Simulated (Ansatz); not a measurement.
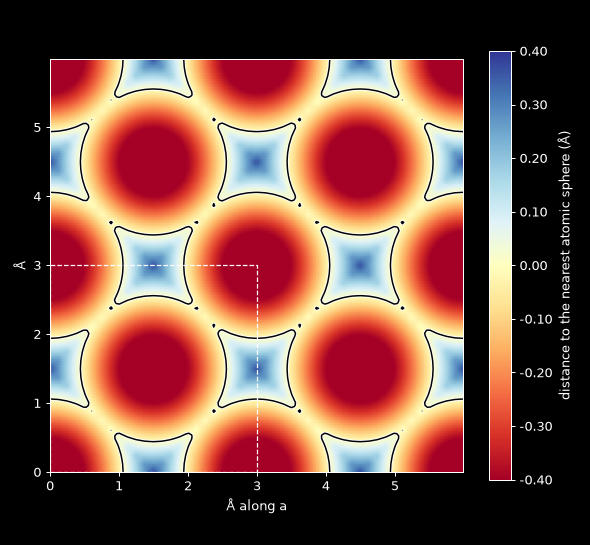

Map of the distance to the nearest atomic sphere in V (Im-3m), computed on the section y = 0.250 (parallel to a and c; the dashed line is one cell). The black line marks the spheres' surfaces; positive values are empty space; unlabelled circles belong to atoms above or below the section.

Atoms are hard spheres with touching radii (half the shortest distance): V 1.30 Å.

The cell is taken from the end point of a relaxation with Ansatz, DFT PBE, scalar-relativistic, plane waves, PAW.

```cif
data_structure
_symmetry_space_group_name_H-M 'Im-3m'
_symmetry_Int_Tables_number 229
_cell_length_a 2.9974
_cell_length_b 2.9974
_cell_length_c 2.9974
_cell_angle_alpha 90.000
_cell_angle_beta 90.000
_cell_angle_gamma 90.000
_cell_volume 26.93
loop_
_atom_site_label
_atom_site_type_symbol
_atom_site_symmetry_multiplicity
_atom_site_Wyckoff_symbol
_atom_site_fract_x
_atom_site_fract_y
_atom_site_fract_z
_atom_site_occupancy
V1 V 2 a 0.00000 0.00000 0.00000 1
```

Q: Where is the largest hole in this section, and how large is it?

A: At 0.000, 0.250, 0.500 (fractional), where the distance reaches 0.38 Å; it is enclosed by 4 V in a tetrahedral arrangement. It is the largest hole of the crystal.

Q: How much of the crystal lies outside the spheres?

A: About 32 % of the cell's volume, and 21 % of this section's area.

Q: What can pass through?

A: The largest sphere that fits anywhere has a diameter of 0.76 Å; the largest that can travel through the crystal, about 0.6 Å.
